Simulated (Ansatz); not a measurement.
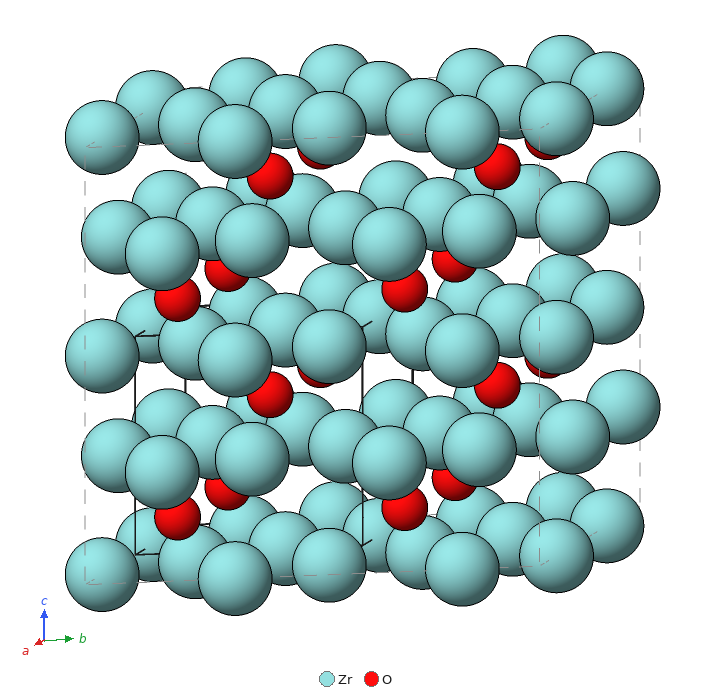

Shown here is a spheres-only view of the crystal, taken slightly off an axis. Solid lines give the conventional unit cell, repeated here 2×2×2 times. Cell: a = 5.584 Å, b = 5.584 Å, c = 5.156 Å, α = 90.00°, β = 90.00°, γ = 120.00°.

Notes on the structure:

The formula is Zr3O. Space group: P6_322 (No. 182). Lattice: primitive hexagonal. Counting shared atoms by their share gives 6 Zr, 2 O, or 8 atoms.

The model was built from a structure listed in the Materials Project, with elements exchanged, so it need not be a known form of the compound. It is drawn as it came out of a relaxation with DFT PBEsol, scalar-relativistic, plane waves, PAW in Ansatz.
